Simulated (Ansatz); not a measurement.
Geometry relaxation, with input and output: Mo$_{7}$S$_{9}$ (part 4 of 4)

Mo$_{7}$S$_{9}$ (P1, 16 atoms in the cell); DFT PBE+D3(BJ), scalar-relativistic, plane waves, PAW, no spin polarisation (Ansatz 0.2.0); cutoff 420 eV, 2×2×2 k-mesh, Gaussian smearing of 0.1 eV. The structure was built on a prototype by a generator; it need not be a known phase. It belongs to a series of runs on one base structure; here: 5 of 14 S atoms taken out at random.

Geometry of the input (Å; fractional positions):
```
1.5667  4.5228  -5.9589
3.1335  -3.6182  -5.9589
-4.7002  -0.9046  -5.9589
Mo 0.4298  0.8557  0.7164
Mo 0.7164  0.4334  0.8504
Mo 0.1440  0.2841  0.5707
Mo 0.8533  0.7151  0.4337
Mo 0.2838  0.5746  0.1432
Mo 0.5735  0.1385  0.2872
Mo 0.0069  0.9934  0.9984
S  0.9571  0.6767  0.1032
S  0.3875  0.5332  0.8168
S  0.5269  0.8171  0.3885
S  0.8149  0.3812  0.5398
S  0.2499  0.2423  0.2432
S  0.1821  0.6117  0.4724
S  0.6168  0.4751  0.1803
S  0.3286  0.8976  0.0423
S  0.7596  0.7527  0.7531
```

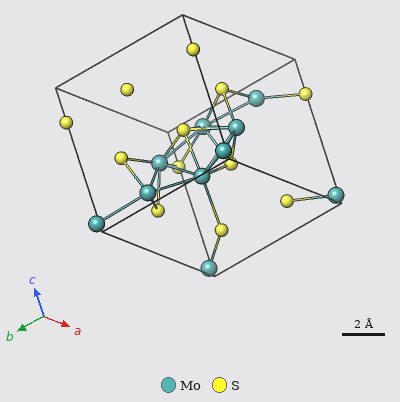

The geometry at step 31 of the log (ball-and-stick view of the reduced cell, seen at an oblique angle).

Trajectory as extended XYZ, continued
```
16
Lattice="2.1660 4.6504 -6.2936 3.0500 -3.0670 -6.1347 -3.7323 -0.9491 -5.5809" Properties=species:S:1:pos:R:3:forces:R:3 step=22 energy=-42823.25219 pressure_GPa=-0.04
Mo    0.8997   -1.1167  -11.7424    0.0070  -0.0337  -0.0428
Mo   -0.2815    1.2415  -12.5477   -0.0802   0.1316   0.0404
Mo   -1.0957   -0.6342   -6.0853    0.0574   0.0395   0.0299
Mo    2.3517    1.5168  -11.9972    0.1753  -0.0049  -0.0573
Mo    1.7805   -0.8173   -6.1390    0.0401  -0.2026   0.0070
Mo    0.8671    2.0141   -5.8435   -0.1103   0.0910   0.0019
Mo   -0.5820   -4.2498  -11.3302   -0.1050  -0.0164   0.0255
S     4.0205    2.4427  -10.4681   -0.0925  -0.0339   0.0372
S    -0.7859    0.0590  -10.5407   -0.1280   0.0280  -0.0561
S     2.4798   -0.1926  -10.2851   -0.0299  -0.0641   0.1628
S     0.5844    2.5579  -10.6338    0.0859  -0.0469  -0.0319
S     0.2562    0.1952   -4.4609    0.1104   0.0936  -0.0032
S     0.2702   -1.7198   -7.7123   -0.0212  -0.0060  -0.0068
S     1.5484    1.1291   -7.8906    0.0798  -0.0467  -0.0444
S     3.5909   -1.8959   -7.5893   -0.0177   0.0549   0.0300
S     1.5345   -0.0439  -13.6554    0.0285   0.0166  -0.0921
16
Lattice="2.1610 4.6532 -6.2836 3.0463 -3.0727 -6.1257 -3.7251 -0.9487 -5.5721" Properties=species:S:1:pos:R:3:forces:R:3 step=23 energy=-42823.26821 pressure_GPa=-0.09
Mo    0.8928   -1.1070  -11.7357    0.0524   0.0182  -0.0196
Mo   -0.2792    1.2636  -12.5428   -0.0545   0.0259  -0.0369
Mo   -1.0851   -0.6294   -6.0682    0.0119   0.0048   0.0079
Mo    2.3572    1.5038  -11.9819    0.0264   0.0202   0.0028
Mo    1.7803   -0.8394   -6.1202   -0.0361   0.0001  -0.0553
Mo    0.8580    2.0235   -5.8410   -0.0356   0.0230  -0.0545
Mo   -0.5781   -4.2535  -11.2983   -0.0563  -0.0009   0.0289
S     3.9998    2.4318  -10.4352   -0.0354   0.0024   0.0088
S    -0.8009    0.0752  -10.5430    0.0097  -0.0504  -0.0049
S     2.4667   -0.2070  -10.2572   -0.0475  -0.0430   0.0110
S     0.5975    2.5537  -10.6183    0.0539  -0.0243  -0.0158
S     0.2688    0.2039   -4.4469    0.0476   0.0077  -0.0425
S     0.2666   -1.7280   -7.7009    0.0264   0.0318   0.0506
S     1.5563    1.1068   -7.8754    0.0356   0.0030   0.0135
S     3.5896   -1.9033   -7.5692   -0.0133   0.0341   0.0210
S     1.5292   -0.0373  -13.6589    0.0151  -0.0527   0.0850
16
Lattice="2.1066 4.6019 -6.1554 2.9891 -3.1314 -6.0597 -3.7884 -1.0088 -5.5569" Properties=species:S:1:pos:R:3:forces:R:3 step=25 energy=-42823.28389 pressure_GPa=0.03
Mo    0.7631   -1.2237  -11.5935   -0.0020   0.0830  -0.0152
Mo   -0.3793    1.1701  -12.4420    0.0107  -0.0141   0.0269
Mo   -1.1513   -0.6823   -6.0259   -0.0194  -0.0589  -0.0056
Mo    2.2499    1.4030  -11.8028   -0.0146  -0.0429  -0.0269
Mo    1.7115   -0.8975   -6.0481   -0.0090   0.0761  -0.0043
Mo    0.7886    1.9911   -5.7833    0.0362  -0.0587  -0.0575
Mo   -0.7093   -4.3737  -11.2089   -0.0381   0.0416  -0.0013
S     3.8680    2.3189  -10.2283   -0.0239  -0.0105   0.0401
S    -0.9460   -0.0337  -10.4497    0.0214   0.0067   0.0056
S     2.3333   -0.3459  -10.1122   -0.0044   0.0216   0.0665
S     0.4711    2.4243  -10.4767   -0.0510   0.0024  -0.0289
S     0.1957    0.1512   -4.4016    0.0130   0.0169  -0.0086
S     0.2138   -1.7813   -7.6434    0.0034   0.0069  -0.0043
S     1.5405    1.0411   -7.7834    0.0141  -0.0314   0.0166
S     3.5414   -1.9406   -7.4722   -0.0136  -0.0165  -0.0291
S     1.4884   -0.1691  -13.4830    0.0771  -0.0223   0.0264
16
Lattice="2.0310 4.5285 -5.8562 2.8807 -3.2566 -5.8889 -3.8853 -1.1461 -5.4583" Properties=species:S:1:pos:R:3:forces:R:3 step=27 energy=-42823.31131 pressure_GPa=0.27
Mo    0.5395   -1.4383  -11.2087   -0.0202   0.1978  -0.1293
Mo   -0.5140    0.9759  -12.1615   -0.2073   0.1745  -0.0047
Mo   -1.2886   -0.8131   -5.9085   -0.0203  -0.0737  -0.1793
Mo    2.0816    1.2240  -11.3410    0.0145  -0.3299  -0.0184
Mo    1.5789   -1.0012   -5.8328    0.0808   0.0966   0.0262
Mo    0.6725    1.9380   -5.6379   -0.1795  -0.0210  -0.0048
Mo   -0.9670   -4.6328  -10.9467    0.0568  -0.0256  -0.0224
S     3.6565    2.1136   -9.7006    0.0534  -0.0247   0.1030
S    -1.1905   -0.2258  -10.1590    0.2074  -0.0868   0.0983
S     2.1228   -0.5999   -9.7319    0.0376   0.1332  -0.0285
S     0.2184    2.1762  -10.1220   -0.0576   0.0561   0.0567
S     0.0250    0.0598   -4.2779    0.0320  -0.0644   0.0087
S     0.1223   -1.9055   -7.4703   -0.0753   0.0171   0.0424
S     1.5449    0.8580   -7.5266   -0.0311  -0.0117   0.0150
S     3.4425   -1.9955   -7.2441    0.0600   0.0077   0.0018
S     1.5950   -0.4667  -12.9966    0.0487  -0.0452   0.0352
16
Lattice="2.0512 4.5756 -5.8991 2.9127 -3.2308 -5.8857 -3.8536 -1.1018 -5.4361" Properties=species:S:1:pos:R:3:forces:R:3 step=28 energy=-42823.34880 pressure_GPa=-0.30
Mo    0.5949   -1.3356  -11.2355   -0.0483   0.0239  -0.0600
Mo   -0.4742    1.0656  -12.1882   -0.2565   0.2694   0.0495
Mo   -1.2684   -0.7768   -5.9217   -0.0330  -0.0937   0.0482
Mo    2.1301    1.2919  -11.3598    0.0375  -0.0794   0.0505
Mo    1.6072   -0.9675   -5.8153    0.0671   0.0200  -0.0006
Mo    0.6786    1.9808   -5.6715   -0.1244  -0.0320   0.1115
Mo   -0.9158   -4.5580  -10.9212    0.0309  -0.0280  -0.0960
S     3.7221    2.1861   -9.7040   -0.0615  -0.0553  -0.0649
S    -1.1067   -0.1406  -10.1492    0.0387  -0.0813   0.0463
S     2.1795   -0.5075   -9.7489    0.0421   0.0023  -0.0712
S     0.2495    2.2756  -10.1526    0.1173   0.1115  -0.0140
S     0.0526    0.1058   -4.2888   -0.0080  -0.0734  -0.0768
S     0.1358   -1.8774   -7.4554    0.0597  -0.0364   0.0815
S     1.5594    0.8554   -7.5270    0.0684   0.0381  -0.0601
S     3.4713   -1.9692   -7.2615    0.0106   0.0319   0.1714
S     1.7212   -0.4165  -13.0042    0.0595  -0.0176  -0.1155
16
Lattice="2.0785 4.6751 -5.9906 3.0600 -3.1642 -5.8419 -3.7311 -0.9135 -5.3159" Properties=species:S:1:pos:R:3:forces:R:3 step=30 energy=-42823.10290 pressure_GPa=0.04 accepted=F
Mo    0.7939   -0.9867  -11.3455   -0.3483  -0.5748   0.6470
Mo   -0.4286    1.4558  -12.0738    0.2368  -0.0597   0.0921
Mo   -1.1366   -0.6325   -5.9016    0.1709   0.1188   0.0120
Mo    2.2748    1.4449  -11.3932   -0.0393   0.9382   0.0579
Mo    1.7534   -0.8810   -5.7305   -0.3853   0.1940   0.0071
Mo    0.6941    2.0204   -5.6350   -0.1721   0.3475  -0.8010
Mo   -0.6445   -4.3135  -10.7267    0.2831  -0.3716   0.0756
S     3.8463    2.3081   -9.7347    0.0103   0.2392  -0.0753
S    -0.7912    0.0891   -9.9772   -0.2005   0.1484  -0.3898
S     2.3630   -0.2904   -9.7712   -0.2276  -0.2702   0.0895
S     0.4693    2.6516  -10.1170    0.1097  -0.3250  -0.1534
S     0.1778    0.1738   -4.2331    0.2779   0.2283   0.1263
S     0.2843   -1.8042   -7.3582   -0.1400   0.1297  -0.0413
S     1.6112    0.9295   -7.4966   -0.0008  -0.1807  -0.0455
S     3.5845   -1.9406   -7.1780   -0.2524   0.0109  -0.4007
S     2.0053   -0.1880  -13.1319    0.6777  -0.5728   0.7998
16
Lattice="2.0771 4.6065 -5.8486 2.9805 -3.2415 -5.8205 -3.8158 -1.0642 -5.3220" Properties=species:S:1:pos:R:3:forces:R:3 step=31 energy=-42823.42351 pressure_GPa=-0.02
Mo    0.6571   -1.2404  -11.1637    0.0115  -0.0641  -0.0387
Mo   -0.4880    1.2044  -12.0022    0.0409   0.2136  -0.1396
Mo   -1.2194   -0.7372   -5.8531   -0.0342  -0.1236   0.0801
Mo    2.1981    1.3135  -11.2294   -0.1539   0.0076  -0.0515
Mo    1.6678   -0.9586   -5.7122   -0.0656   0.0604  -0.0026
Mo    0.6741    1.9811   -5.6137   -0.0114  -0.0545   0.1635
Mo   -0.8221   -4.5457  -10.7237    0.1661  -0.1665  -0.1122
S     3.7708    2.1725   -9.5689    0.0541   0.0483   0.0388
S    -0.9823   -0.0885   -9.9666    0.0189  -0.1477   0.0891
S     2.2500   -0.5000   -9.6531    0.0297  -0.0174   0.0095
S     0.3498    2.3819  -10.0068    0.1470   0.1041   0.0414
S     0.1156    0.1122   -4.2130   -0.0052  -0.0022   0.0205
S     0.1860   -1.8782   -7.3418   -0.0319  -0.0130  -0.0411
S     1.6127    0.8267   -7.4422   -0.0144   0.0733   0.0330
S     3.5240   -1.9810   -7.1583   -0.0895   0.0354   0.0084
S     1.9672   -0.4262  -12.8878   -0.0620   0.0465  -0.0985
16
Lattice="2.1166 4.5966 -5.8926 3.0251 -3.2190 -5.8624 -3.7726 -1.0478 -5.3126" Properties=species:S:1:pos:R:3:forces:R:3 step=33 energy=-42823.46111 pressure_GPa=0.15
Mo    0.7379   -1.2187  -11.2458    0.0473  -0.0214   0.0442
Mo   -0.4329    1.2758  -12.0181    0.0137  -0.0770   0.0138
Mo   -1.1728   -0.7014   -5.8399    0.0257   0.1072   0.1026
Mo    2.2630    1.3272  -11.3132   -0.0448  -0.0506   0.0360
Mo    1.6916   -0.9350   -5.7542   -0.1342   0.0737  -0.0104
Mo    0.7021    1.9412   -5.6181   -0.1011  -0.0523  -0.1183
Mo   -0.7040   -4.5487  -10.7722    0.1420  -0.0159  -0.0494
S     3.8758    2.1675   -9.6805   -0.0155  -0.0081   0.0041
S    -0.8709   -0.0875   -9.9958   -0.0238   0.0063  -0.0452
S     2.3218   -0.4809   -9.7221   -0.0090   0.0756  -0.0034
S     0.4943    2.4217  -10.0216   -0.0411   0.0213   0.0662
S     0.1891    0.1076   -4.1904    0.0466  -0.0108  -0.0088
S     0.1877   -1.8460   -7.3715    0.0027   0.0368  -0.0264
S     1.6560    0.8622   -7.4866    0.0174   0.0131  -0.0196
S     3.5245   -1.9768   -7.2036   -0.0333  -0.0069  -0.0501
S     2.0512   -0.4136  -12.9709    0.1076  -0.0911   0.0646
16
Lattice="2.1308 4.6015 -5.9914 3.0182 -3.2205 -5.9687 -3.7515 -1.0621 -5.4048" Properties=species:S:1:pos:R:3:forces:R:3 step=35 energy=-42823.50530 pressure_GPa=-0.05
Mo    0.7715   -1.2494  -11.4264    0.0572   0.0464  -0.0478
Mo   -0.4293    1.2612  -12.1787   -0.0415   0.0144   0.0163
Mo   -1.1614   -0.6748   -5.8830    0.1291  -0.0576   0.2779
Mo    2.2613    1.3304  -11.5091   -0.1255   0.0319  -0.1119
Mo    1.6751   -0.9255   -5.8706   -0.1179  -0.0349  -0.0638
Mo    0.6895    1.8800   -5.7171   -0.0542  -0.1373  -0.1426
Mo   -0.6660   -4.5843  -11.0443    0.2179   0.0784   0.0509
S     3.9337    2.1527   -9.9314    0.0015  -0.0290  -0.0487
S    -0.8431   -0.1097  -10.1915    0.0343  -0.0750   0.0586
S     2.3547   -0.4547   -9.9135   -0.0303  -0.0827   0.0311
S     0.5177    2.4308  -10.1696    0.0060   0.0881  -0.0206
S     0.2302    0.0936   -4.2348   -0.0241   0.0252  -0.0198
S     0.1443   -1.8240   -7.4721    0.0089   0.0164  -0.0129
S     1.6739    0.8637   -7.6182   -0.0210   0.1246  -0.0238
S     3.5034   -1.9559   -7.3467   -0.0457   0.0102  -0.0001
S     2.0640   -0.4232  -13.1627    0.0054  -0.0190   0.0572
16
Lattice="2.1531 4.5940 -6.0916 3.0200 -3.2071 -6.0745 -3.7361 -1.0728 -5.4925" Properties=species:S:1:pos:R:3:forces:R:3 step=36 energy=-42823.51910 pressure_GPa=0.24
Mo    0.8107   -1.2595  -11.6249   -0.0129  -0.0633  -0.0386
Mo   -0.4351    1.2608  -12.3133    0.0615  -0.1471  -0.2517
Mo   -1.1357   -0.6478   -5.9023    0.1032  -0.1675  -0.0434
Mo    2.2530    1.3347  -11.7200   -0.0387   0.1287   0.0120
Mo    1.6542   -0.9115   -5.9989    0.2363  -0.1655   0.0798
Mo    0.6762    1.7973   -5.8231    0.0402   0.1664  -0.0492
Mo   -0.5985   -4.5881  -11.2884   -0.2061   0.2360   0.3013
S     3.9817    2.1340  -10.1938    0.0221  -0.0240  -0.0822
S    -0.8085   -0.1458  -10.3730    0.0264  -0.1089   0.1345
S     2.3937   -0.4355  -10.1152   -0.0128  -0.1973  -0.0544
S     0.5698    2.4417  -10.2943   -0.0284   0.0613  -0.0982
S     0.2872    0.0816   -4.2640   -0.0221  -0.0013  -0.1154
S     0.0946   -1.7908   -7.5811   -0.0501   0.0602   0.0501
S     1.7007    0.8829   -7.7658   -0.0999   0.1800   0.0691
S     3.4957   -1.9299   -7.4822    0.0711  -0.0028   0.0007
S     2.0884   -0.4277  -13.3688   -0.0899   0.0453   0.0856
16
Lattice="2.1437 4.5672 -6.0940 3.0365 -3.2093 -6.0856 -3.7569 -1.0655 -5.5063" Properties=species:S:1:pos:R:3:forces:R:3 step=38 energy=-42823.55204 pressure_GPa=-0.01
Mo    0.7968   -1.2855  -11.6365   -0.0819   0.0164   0.0401
Mo   -0.4526    1.2287  -12.3141   -0.0409   0.0667   0.0377
Mo   -1.1239   -0.6729   -5.9448   -0.1077  -0.0103   0.0760
Mo    2.2342    1.3161  -11.7319   -0.0686   0.0559   0.0200
Mo    1.6902   -0.9287   -6.0148    0.0583  -0.0501  -0.0040
Mo    0.6686    1.8323   -5.8479    0.0129  -0.0064  -0.0518
Mo   -0.6123   -4.5484  -11.2624    0.1263  -0.0032  -0.0535
S     3.9463    2.1096  -10.1921    0.0588   0.0083  -0.0341
S    -0.8156   -0.1857  -10.3642    0.1011  -0.0011  -0.0392
S     2.3833   -0.4806  -10.1309    0.0125   0.0350   0.0230
S     0.5450    2.4340  -10.3173    0.0089  -0.0382  -0.0114
S     0.2875    0.0863   -4.3232   -0.0240  -0.0029   0.0043
S     0.1259   -1.8042   -7.6000    0.0315   0.0226   0.0124
S     1.6785    0.9084   -7.7793    0.0092  -0.0524  -0.0122
S     3.5460   -1.9562   -7.4940   -0.1196  -0.0358  -0.0284
S     2.0541   -0.4313  -13.3818    0.0233  -0.0044   0.0211
16
Lattice="2.1777 4.5839 -6.1822 3.0719 -3.1918 -6.1589 -3.7122 -1.0450 -5.5379" Properties=species:S:1:pos:R:3:forces:R:3 step=39 energy=-42823.55156 pressure_GPa=0.06 accepted=F
Mo    0.8773   -1.2708  -11.7655   -0.0061   0.1768   0.0131
Mo   -0.3912    1.2616  -12.4102    0.0116  -0.1026  -0.0079
Mo   -1.1056   -0.6460   -5.9734    0.2489  -0.0569  -0.0773
Mo    2.2903    1.3721  -11.8700    0.0536  -0.1505   0.0294
Mo    1.7374   -0.9194   -6.0815   -0.1494   0.0989  -0.0842
Mo    0.7074    1.8386   -5.9376   -0.0528   0.0279   0.0842
Mo   -0.5118   -4.5131  -11.3742   -0.2168   0.0462   0.0994
S     4.0410    2.1503  -10.3631   -0.0080  -0.0382   0.0734
S    -0.7085   -0.1680  -10.4704    0.0414  -0.0021   0.0018
S     2.4828   -0.4272  -10.2791   -0.0186  -0.0773  -0.0063
S     0.6374    2.4748  -10.4190   -0.0451  -0.0145  -0.0193
S     0.3361    0.1161   -4.3830    0.0427   0.0297  -0.0145
S     0.1407   -1.7670   -7.6465   -0.0347   0.0173  -0.0575
S     1.7145    0.9140   -7.8756    0.0201   0.0455   0.0027
S     3.5242   -1.9527   -7.5902    0.1185  -0.0105  -0.0143
S     2.1161   -0.3915  -13.5125   -0.0054   0.0102  -0.0226
16
Lattice="2.1613 4.5679 -6.1486 3.0575 -3.2041 -6.1396 -3.7274 -1.0568 -5.5326" Properties=species:S:1:pos:R:3:forces:R:3 step=41 energy=-42823.55718 pressure_GPa=0.04
Mo    0.8417   -1.2809  -11.7279   -0.0071  -0.0122   0.0115
Mo   -0.4182    1.2375  -12.3831    0.0057  -0.0162   0.0080
Mo   -1.1055   -0.6675   -5.9711   -0.0050   0.0260  -0.0074
Mo    2.2667    1.3318  -11.8233   -0.0032   0.0058  -0.0030
Mo    1.7185   -0.9264   -6.0653   -0.0151  -0.0063  -0.0145
Mo    0.6890    1.8317   -5.9046   -0.0264   0.0164  -0.0013
Mo   -0.5541   -4.5332  -11.3461   -0.0023   0.0157   0.0228
S     4.0013    2.1190  -10.3030    0.0065  -0.0009   0.0046
S    -0.7483   -0.1831  -10.4384    0.0167  -0.0233  -0.0175
S     2.4388   -0.4666  -10.2278    0.0051  -0.0003  -0.0061
S     0.5943    2.4412  -10.3899    0.0012  -0.0010  -0.0098
S     0.3191    0.0970   -4.3659    0.0080  -0.0059   0.0040
S     0.1396   -1.7900   -7.6399   -0.0152   0.0132   0.0164
S     1.6960    0.9086   -7.8438    0.0137  -0.0054  -0.0050
S     3.5399   -1.9606   -7.5629    0.0050   0.0014  -0.0047
S     2.0906   -0.4171  -13.4751    0.0124  -0.0070   0.0020
```

Results in brief

```json
{"quantity": "outcome", "value": "converged"}
{"quantity": "space group (tolerance 0.01 Å)", "value": "P1 (1)"}
{"quantity": "electrons treated", "value": "152"}
{"quantity": "free energy", "value": "−42823.5572 eV"}
{"quantity": "Fermi energy", "value": "11.383 eV"}
{"quantity": "gap on the k-point mesh", "value": "0.19 eV"}
{"quantity": "pressure", "value": "0.04 GPa"}
{"quantity": "final volume", "value": "299.40 Å³"}
{"quantity": "largest force (length of the vector) at the end", "value": "0.034 eV/Å"}
{"quantity": "final cell", "value": "a = 7.959 Å, b = 7.570 Å, c = 6.754 Å, α = 59.49°, β = 66.85°, γ = 60.44°"}
{"quantity": "hardware", "value": "4 threads of Intel Xeon (Granite Rapids), 32 GiB of memory available, shared host"}
{"quantity": "wall time", "value": "1.8 min (CPU time 6.5 min)"}
{"quantity": "peak memory", "value": "1 GiB"}
```
